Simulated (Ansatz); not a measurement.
## Geometry relaxation of Zn$_{3}$O$_{4}$ (part 1 of 3)

- system: Zn$_{3}$O$_{4}$ (P6/mmm, 7 atoms in the cell)
- method: DFT PBE, scalar-relativistic, plane waves, PAW, spin-polarised (Ansatz 0.2.0)

The structure was made by a generator, so it may or may not be a known phase. Figures and captions count atoms from 1; the log counts them from 0 in places.

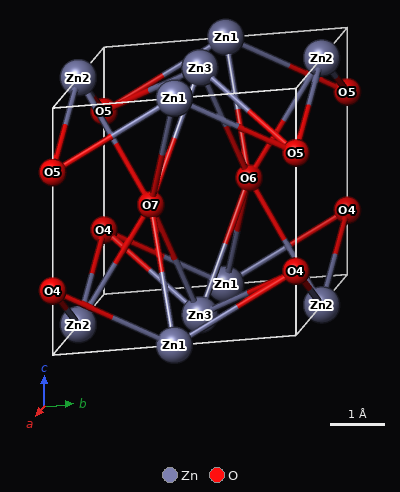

Figure 1. The starting structure (ball-and-stick view of the cell of the calculation, seen slightly off an axis; atoms are numbered from 1 in the order of the input).

## Input
```yaml
crystal:
  lattice:
    - [4.82981175, 0.0, 0.0]
    - [-2.41490588, 4.18273967, 0.0]
    - [0.0, 0.0, 4.79450865]
  atoms:
    - { symbol: Zn, position: [0.0, 0.5, 0.0] }
    - { symbol: Zn, position: [0.5, 0.0, 0.0] }
    - { symbol: Zn, position: [0.5, 0.5, 0.0] }
    - { symbol: O, position: [0.0, 0.0, 0.26033482], spin: 1.0 }
    - { symbol: O, position: [0.0, 0.0, 0.73966518], spin: 1.0 }
    - { symbol: O, position: [0.33333333, 0.66666667, 0.5], spin: 1.0 }
    - { symbol: O, position: [0.66666667, 0.33333333, 0.5], spin: 1.0 }
basis:
  ecutwfc: 420
kpoints:
  mp_grid: { grid: [6, 6, 4] }
hamiltonian:
  xc: pbe
scf:
  occupations: { method: gaussian, width: 0.1 }
  lower_state_search: "off"
output:
  forces: true
  stress: true
  eigenvalues: true
  populations: true
magnetization:
  spin_polarized: true
relax:
  adjacent_minimum: "off"
  f_tol: 0.04
  max_steps: 70
  cell: { stress_tol: 0.4 }
```

Launch command:
```bash
ansatz run input.yaml --threads 1 --pin off --max-ram 2048MiB --backend cpu --events-out ev --progress --plain --runs-dir out
```

## The program's output
```
Engine: ansatz 0.2.0, aarch64-unknown-linux-gnu
Pseudopotentials: kind: paw
Pseudopotential: Zn, paw, valence charge 12, recommended cutoff 420 eV (normal), Zn.paw.azcp
Pseudopotential: O, paw, valence charge 6, recommended cutoff 420 eV (normal), O.paw.azcp
Functional definition: PBE
  parameter kappa = 0.804
  parameter beta = 0.06672455060314922
  exchange = pbe_x(kappa = kappa, mu = beta*pi^2/3)
  correlation = pbe_c(beta = beta)
Crystal: 7 atoms, lattice volume = 96.858 Å³
Basis set: ecut = 420 eV, 1853 PW (Γ), exchange–correlation on 72×72×72 points (8 copies of the dense FFT grid, shifted against one another)
Bands: 39, of which v1, the nominal top of the filled ones, is band 30 counted from 1 (29 counted from 0)
Symmetry: 24 space group operations
Space group: P6/mmm (ITA 191), of the structure as read, at distance tolerance 4.6e-5 Å
Magnetic group: BNS 191.233 (UNI 1463), of the structure as read, at distance tolerance 4.6e-5 Å
k-points: 21 of 144
Non-local potential: Zn, projectors of the file, l = 0: 2, l = 1: 2, l = 2: 3, l = 3: 1
Non-local potential: O, projectors of the file, l = 0: 2, l = 1: 2, l = 2: 1
PAW form: soft (Blöchl's): semilocal exchange-correlation on the pseudo side does not see the compensation charge
PAW one-centre angular grid: Zn, 590 points (default); XC on 64 Gauss nodes
PAW one-centre angular grid: O, 110 points (default); XC on 64 Gauss nodes
Initial density: superposition of atomic densities (chi_scale 0.1, normalization cell, long waves kept (reshape's long-wave potential 0.50 eV rms))
Starting moments: Σ|m| = 4 μB on 4 of 7 sites
Initial wavefunctions: pseudopotential atomic-orbital guess
Functional: x = pbe(κ = 0.804, μ = 0.2195149727645171), c = pbe(β = 0.06672455060314922)
SCF iter   1: F=—  HF=-12219.296478 eV  |F-HF|=—  |Δ(HF+E_count)|=         —  Δρ=1.00e-1 (↑7.81e-2 ↓1.00e-1)  dr2=4.01e1  dr2_m=8.50e-1  M=4.800 μB ∫|m|=5.039 μB  β_m=0.30  ethr=3.10e-3  ⟨swp⟩=7.8  Hψ=7864  notcnv=0  defer=3
preconditioner: auto → Kerker (q_TF=auto, 2.519 Å⁻¹)  [metal: Δε(μ)=0.027 eV  Ē_g=12.273 eV  σ=0.100 eV  W_gap=0.15  n_scr=20 (ndim 8)  ℏωp=29.2 eV  f_vac=0.000  D(μ)=5.26/eV (n_scr^D=58)]
spin=Collinear: Kerker preconditioning applied to the charge; magnetization (m = ρ↑ − ρ↓) channel mixes plain (no charge-response kernel on spin).
SCF iter   2: F=—  HF=-12213.420096 eV  |F-HF|=—  |Δ(HF+E_count)|=    5.88e0  Δρ=6.38e-2 (↑2.69e-2 ↓6.38e-2)  dr2=1.11e1  dr2_m=9.05e-1  M=5.174 μB ∫|m|=5.345 μB  β_m=0.30  ethr=3.10e-3  ⟨swp⟩=3.0  Hψ=3691  notcnv=0  defer=102
SCF iter   3: F=—  HF=-12212.007313 eV  |F-HF|=—  |Δ(HF+E_count)|=    1.41e0  Δρ=3.50e-2 (↑3.50e-2 ↓3.24e-2)  dr2=6.25e0  dr2_m=1.22e-1  M=4.620 μB ∫|m|=4.750 μB  β_m=0.30  ethr=3.10e-3  ⟨swp⟩=2.3  Hψ=3446  notcnv=0  defer=105
SCF iter   4: F=—  HF=-12211.511102 eV  |F-HF|=—  |Δ(HF+E_count)|=   4.96e-1  Δρ=2.21e-2 (↑2.21e-2 ↓1.73e-2)  dr2=1.23e0  dr2_m=2.01e-1  M=4.816 μB ∫|m|=4.971 μB  β_m=1.00  ethr=3.10e-3  ⟨swp⟩=2.0  Hψ=2137  notcnv=0  defer=100
SCF iter   5: F=—  HF=-12211.117650 eV  |F-HF|=—  |Δ(HF+E_count)|=   3.93e-1  Δρ=9.36e-3 (↑5.80e-3 ↓9.36e-3)  dr2=1.02e-1  dr2_m=2.53e-2  M=4.574 μB ∫|m|=4.749 μB  β_m=0.30  ethr=2.05e-3  ⟨swp⟩=2.1  Hψ=3246  notcnv=0  defer=103
SCF iter   6: F=—  HF=-12211.121521 eV  |F-HF|=—  |Δ(HF+E_count)|=   3.87e-3  Δρ=6.46e-3 (↑6.46e-3 ↓6.12e-3)  dr2=6.95e-2  dr2_m=1.16e-2  M=4.552 μB ∫|m|=4.732 μB  β_m=0.30  ethr=1.69e-4  ⟨swp⟩=2.0  Hψ=3290  notcnv=0  defer=101
SCF iter   7: F=—  HF=-12211.133228 eV  |F-HF|=—  |Δ(HF+E_count)|=   1.17e-2  Δρ=4.58e-3 (↑4.58e-3 ↓4.33e-3)  dr2=4.62e-2  dr2_m=6.28e-3  M=4.550 μB ∫|m|=4.730 μB  β_m=0.30  ethr=1.16e-4  ⟨swp⟩=1.0  Hψ=1533  notcnv=0  defer=101
Mixer restart at iter 7: flushing history
spin-set hold released at iteration 7 (site moments contracting): the magnetisation degrees of freedom join the quasi-Newton model from the next iteration; the mixer history was flushed
SCF iter   8: F=—  HF=-12211.139408 eV  |F-HF|=—  |Δ(HF+E_count)|=   6.18e-3  Δρ=3.81e-3 (↑3.47e-3 ↓3.81e-3)  dr2=2.92e-2  dr2_m=4.89e-3  M=4.539 μB ∫|m|=4.718 μB  β_m=0.65  ethr=7.70e-5  ⟨swp⟩=1.0  Hψ=1533  notcnv=0  defer=101
SCF iter   9: F=—  HF=-12211.155465 eV  |F-HF|=—  |Δ(HF+E_count)|=   1.61e-2  Δρ=7.44e-3 (↑3.13e-3 ↓7.44e-3)  dr2=1.30e-1  dr2_m=7.82e-3  M=4.441 μB ∫|m|=4.632 μB  β_m=0.38  ethr=4.86e-5  ⟨swp⟩=2.0  Hψ=2461  notcnv=0  defer=101  recentre
SCF iter  10: F=—  HF=-12211.147005 eV  |F-HF|=—  |Δ(HF+E_count)|=   8.46e-3  Δρ=1.46e-3 (↑1.21e-3 ↓1.46e-3)  dr2=4.89e-3  dr2_m=1.05e-3  M=4.478 μB ∫|m|=4.658 μB  β_m=0.73  ethr=4.86e-5  ⟨swp⟩=1.8  Hψ=1860  notcnv=0  defer=101
SCF iter  11: F=—  HF=-12211.149367 eV  |F-HF|=—  |Δ(HF+E_count)|=   2.36e-3  Δρ=1.24e-3 (↑6.22e-4 ↓1.24e-3)  dr2=1.09e-3  dr2_m=5.82e-4  M=4.399 μB ∫|m|=4.580 μB  β_m=0.66  ethr=8.14e-6  ⟨swp⟩=2.1  Hψ=2925  notcnv=0  defer=102
SCF iter  12: F=—  HF=-12211.149413 eV  |F-HF|=—  |Δ(HF+E_count)|=   4.67e-5  Δρ=5.57e-4 (↑5.57e-4 ↓5.41e-4)  dr2=2.56e-4  dr2_m=2.13e-4  M=4.375 μB ∫|m|=4.554 μB  β_m=0.83  ethr=1.82e-6  ⟨swp⟩=2.0  Hψ=2767  notcnv=0  defer=102
SCF iter  13: F=—  HF=-12211.149579 eV  |F-HF|=—  |Δ(HF+E_count)|=   1.66e-4  Δρ=4.49e-4 (↑3.99e-4 ↓4.49e-4)  dr2=2.99e-4  dr2_m=9.94e-5  M=4.353 μB ∫|m|=4.532 μB  β_m=0.92  ethr=4.27e-7  ⟨swp⟩=2.0  Hψ=2573  notcnv=0  defer=102
SCF iter  14: F=—  HF=-12211.149571 eV  |F-HF|=—  |Δ(HF+E_count)|=   8.20e-6  Δρ=4.15e-4 (↑1.29e-4 ↓4.15e-4)  dr2=2.34e-4  dr2_m=4.00e-5  M=4.343 μB ∫|m|=4.521 μB  β_m=0.90  ethr=4.27e-7  ⟨swp⟩=2.0  Hψ=2612  notcnv=0  defer=102
SCF iter  15: F=—  HF=-12211.149560 eV  |F-HF|=—  |Δ(HF+E_count)|=   1.06e-5  Δρ=2.59e-4 (↑7.79e-5 ↓2.59e-4)  dr2=8.81e-5  dr2_m=1.83e-5  M=4.338 μB ∫|m|=4.515 μB  β_m=0.95  ethr=3.90e-7  ⟨swp⟩=2.7  Hψ=2725  notcnv=0  defer=102
SCF iter  16: F=—  HF=-12211.149561 eV  |F-HF|=—  |Δ(HF+E_count)|=   9.67e-7  Δρ=1.27e-4 (↑2.65e-5 ↓1.27e-4)  dr2=2.27e-5  dr2_m=4.03e-6  M=4.335 μB ∫|m|=4.512 μB  β_m=0.97  ethr=1.47e-7  ⟨swp⟩=2.4  Hψ=2754  notcnv=0  defer=102
SCF iter  17: F=—  HF=-12211.149561 eV  |F-HF|=—  |Δ(HF+E_count)|=   9.98e-9  Δρ=2.43e-5 (↑2.43e-5 ↓1.98e-5)  dr2=8.42e-7  dr2_m=2.16e-7  M=4.333 μB ∫|m|=4.509 μB  β_m=0.99  ethr=3.79e-8  ⟨swp⟩=1.5  Hψ=1723  notcnv=0  defer=102
SCF iter  18: F=—  HF=-12211.149562 eV  |F-HF|=—  |Δ(HF+E_count)|=   3.16e-7  Δρ=3.68e-5 (↑7.65e-6 ↓3.68e-5)  dr2=2.53e-6  dr2_m=2.43e-7  M=4.332 μB ∫|m|=4.508 μB  β_m=0.99  ethr=1.40e-9  ⟨swp⟩=2.0  Hψ=2702  notcnv=0  defer=102
SCF iter  19: F=-12211.149562 eV  HF=-12211.149562 eV  |F-HF|=7.12e-8  |Δ(HF+E_count)|=   8.76e-8  Δρ=5.34e-6 (↑5.18e-6 ↓5.34e-6)  dr2=8.62e-8  dr2_m=9.11e-9  M=4.331 μB ∫|m|=4.507 μB  ethr=1.67e-10  ⟨swp⟩=8.8  Hψ=7096  notcnv=0
SCF 1 converged in 19 iterations: F = -12211.149562 eV  dr2 = 8.62e-8
  greatest PAW one-centre occupation: 0.989 electrons in one spin orbital (limit 2), on the Zn atom at site 2 (counted from 0), in its partial waves of l = 2
relax step   1: F+E_penalty+E_count = -12211.14956159 eV  Δ(F+E_penalty+E_count) = +0.000e0 eV  max|allowed force component| = 7.594e-1 eV/Å  Δτ_max = 0.0000 Å  P = -7.922 GPa  Ω = 96.858 Å³  (19 SCF iters, dr2 threshold 1.00e-7 eV, accepted)
Crystal: 7 atoms, lattice volume = 91.982 Å³
Basis set: ecut = 420 eV, 1743 PW (Γ), exchange–correlation on 72×72×72 points (8 copies of the dense FFT grid, shifted against one another)
Initial density: handed on by an earlier stage of this run
Starting moments: Σ|m| = 4 μB on 4 of 7 sites; this step starts from the density that it was given
Initial wavefunctions: those handed on with the density
iter 1 solved again at ethr=1.35e-3 eV; its pass at ethr=3.10e-3 eV (dr2=8.09e-1 eV) is discarded
SCF iter   1: F=—  HF=-12211.925172 eV  |F-HF|=—  |Δ(HF+E_count)|=         —  Δρ=2.60e-2 (↑2.60e-2 ↓2.26e-2)  dr2=8.07e-1  dr2_m=3.07e-1  M=3.164 μB ∫|m|=3.419 μB  β_m=0.30  ethr=1.35e-3  ⟨swp⟩=1.5  Hψ=9271  notcnv=0
preconditioner: auto → Kerker (q_TF=auto, 2.541 Å⁻¹)  [metal: Δε(μ)=0.012 eV  Ē_g=11.000 eV  σ=0.100 eV  W_gap=0.07  n_scr=20 (ndim 8)  ℏωp=30.0 eV  f_vac=0.000  D(μ)=7.14/eV (n_scr^D=70)]
spin=Collinear: Kerker preconditioning applied to the charge; magnetization (m = ρ↑ − ρ↓) channel mixes plain (no charge-response kernel on spin).
SCF iter   2: F=—  HF=-12211.962646 eV  |F-HF|=—  |Δ(HF+E_count)|=   3.75e-2  Δρ=2.29e-2 (↑1.30e-2 ↓2.29e-2)  dr2=4.87e-1  dr2_m=1.75e-1  M=3.173 μB ∫|m|=3.437 μB  β_m=0.32  ethr=1.34e-3  ⟨swp⟩=2.0  Hψ=1946  notcnv=0
SCF iter   3: F=—  HF=-12211.981133 eV  |F-HF|=—  |Δ(HF+E_count)|=   1.85e-2  Δρ=2.24e-2 (↑2.24e-2 ↓1.68e-2)  dr2=3.34e-1  dr2_m=2.45e-1  M=2.806 μB ∫|m|=3.065 μB  β_m=0.04  ethr=8.11e-4  ⟨swp⟩=2.0  Hψ=2195  notcnv=0  defer=51
SCF iter   4: F=—  HF=-12211.995232 eV  |F-HF|=—  |Δ(HF+E_count)|=   1.41e-2  Δρ=1.80e-2 (↑1.80e-2 ↓1.69e-2)  dr2=6.96e-2  dr2_m=2.15e-1  M=2.732 μB ∫|m|=2.993 μB  β_m=0.49  ethr=5.56e-4  ⟨swp⟩=1.4  Hψ=1546  notcnv=0  defer=51
SCF iter   5: F=—  HF=-12212.083647 eV  |F-HF|=—  |Δ(HF+E_count)|=   8.84e-2  Δρ=1.15e-2 (↑1.15e-2 ↓7.06e-3)  dr2=6.03e-2  dr2_m=6.36e-2  M=2.463 μB ∫|m|=2.687 μB  β_m=0.87  ethr=1.16e-4  ⟨swp⟩=2.0  Hψ=3016  notcnv=0  defer=52
SCF iter   6: F=—  HF=-12212.107479 eV  |F-HF|=—  |Δ(HF+E_count)|=   2.38e-2  Δρ=7.62e-3 (↑6.18e-3 ↓7.62e-3)  dr2=2.29e-2  dr2_m=3.06e-2  M=2.435 μB ∫|m|=2.610 μB  β_m=0.86  ethr=1.00e-4  ⟨swp⟩=2.0  Hψ=2966  notcnv=0  defer=95
SCF iter   7: F=—  HF=-12212.100900 eV  |F-HF|=—  |Δ(HF+E_count)|=   6.58e-3  Δρ=8.39e-3 (↑8.39e-3 ↓6.31e-3)  dr2=1.18e-2  dr2_m=3.68e-2  M=2.441 μB ∫|m|=2.622 μB  β_m=0.70  ethr=3.82e-5  ⟨swp⟩=2.0  Hψ=2687  notcnv=0  defer=96
SCF iter   8: F=—  HF=-12212.104814 eV  |F-HF|=—  |Δ(HF+E_count)|=   3.91e-3  Δρ=7.72e-3 (↑7.72e-3 ↓4.92e-3)  dr2=1.11e-2  dr2_m=2.64e-2  M=2.435 μB ∫|m|=2.604 μB  β_m=0.77  ethr=1.96e-5  ⟨swp⟩=2.0  Hψ=2287  notcnv=0  defer=98
SCF iter   9: F=—  HF=-12212.111035 eV  |F-HF|=—  |Δ(HF+E_count)|=   6.22e-3  Δρ=7.15e-3 (↑7.15e-3 ↓3.26e-3)  dr2=1.70e-2  dr2_m=1.69e-2  M=2.432 μB ∫|m|=2.591 μB  β_m=0.88  ethr=1.85e-5  ⟨swp⟩=1.5  Hψ=1663  notcnv=0  defer=98
SCF iter  10: F=—  HF=-12212.113243 eV  |F-HF|=—  |Δ(HF+E_count)|=   2.21e-3  Δρ=6.34e-3 (↑6.34e-3 ↓2.99e-3)  dr2=1.78e-2  dr2_m=1.30e-2  M=2.431 μB ∫|m|=2.586 μB  β_m=0.13  ethr=1.85e-5  ⟨swp⟩=1.0  Hψ=1758  notcnv=0  defer=100
SCF iter  11: F=—  HF=-12212.113365 eV  |F-HF|=—  |Δ(HF+E_count)|=   1.22e-4  Δρ=4.80e-3 (↑4.80e-3 ↓3.45e-3)  dr2=5.05e-3  dr2_m=1.06e-2  M=2.430 μB ∫|m|=2.581 μB  β_m=0.53  ethr=1.85e-5  ⟨swp⟩=1.4  Hψ=1626  notcnv=0  defer=100
SCF iter  12: F=—  HF=-12212.117332 eV  |F-HF|=—  |Δ(HF+E_count)|=   3.97e-3  Δρ=1.37e-3 (↑1.37e-3 ↓1.17e-3)  dr2=6.41e-4  dr2_m=1.18e-3  M=2.425 μB ∫|m|=2.553 μB  β_m=0.92  ethr=8.41e-6  ⟨swp⟩=2.0  Hψ=2752  notcnv=0  defer=100
SCF iter  13: F=—  HF=-12212.118004 eV  |F-HF|=—  |Δ(HF+E_count)|=   6.72e-4  Δρ=3.11e-4 (↑3.11e-4 ↓2.80e-4)  dr2=5.52e-4  dr2_m=9.43e-6  M=2.420 μB ∫|m|=2.536 μB  β_m=0.96  ethr=1.07e-6  ⟨swp⟩=2.0  Hψ=2867  notcnv=0  defer=100
SCF iter  14: F=—  HF=-12212.117981 eV  |F-HF|=—  |Δ(HF+E_count)|=   2.26e-5  Δρ=1.58e-4 (↑5.39e-5 ↓1.58e-4)  dr2=3.86e-5  dr2_m=3.91e-6  M=2.420 μB ∫|m|=2.536 μB  β_m=0.98  ethr=9.20e-7  ⟨swp⟩=1.5  Hψ=1625  notcnv=0  defer=100
SCF iter  15: F=—  HF=-12212.117978 eV  |F-HF|=—  |Δ(HF+E_count)|=   3.42e-6  Δρ=3.01e-5 (↑2.49e-5 ↓3.01e-5)  dr2=2.99e-6  dr2_m=2.07e-7  M=2.420 μB ∫|m|=2.536 μB  β_m=0.99  ethr=6.44e-8  ⟨swp⟩=2.4  Hψ=2797  notcnv=0  defer=100
iter 16 did not close the SCF: its close was put off until two iterations running show no level that it waits for move by more than its bar (scf_convergence_deferred on its scf_iter line)
SCF iter  16: F=-12212.117978 eV  HF=-12212.117978 eV  |F-HF|=1.49e-7  |Δ(HF+E_count)|=   4.55e-7  Δρ=1.07e-5 (↑3.39e-6 ↓1.07e-5)  dr2=1.76e-7  dr2_m=2.34e-8  M=2.420 μB ∫|m|=2.536 μB  β_m=1.00  ethr=1.17e-9  ⟨swp⟩=8.2  Hψ=8025  notcnv=0
iter 17 did not close the SCF: its close was put off until two iterations running show no level that it waits for move by more than its bar (scf_convergence_deferred on its scf_iter line)
SCF iter  17: F=-12212.117978 eV  HF=-12212.117978 eV  |F-HF|=3.44e-7  |Δ(HF+E_count)|=   1.01e-7  Δρ=8.28e-6 (↑7.73e-6 ↓8.28e-6)  dr2=1.32e-7  dr2_m=3.78e-10  M=2.420 μB ∫|m|=2.536 μB  β_m=0.73  ethr=2.93e-10  ⟨swp⟩=2.6  Hψ=6625  notcnv=0
SCF iter  18: F=-12212.117978 eV  HF=-12212.117978 eV  |F-HF|=8.53e-9  |Δ(HF+E_count)|=   1.06e-7  Δρ=2.60e-6 (↑1.14e-6 ↓2.60e-6)  dr2=1.64e-8  dr2_m=1.16e-9  M=2.420 μB ∫|m|=2.536 μB  ethr=2.19e-10  ⟨swp⟩=2.7  Hψ=5796  notcnv=0
SCF 2 converged in 18 iterations: F = -12212.117978 eV  dr2 = 1.64e-8
```
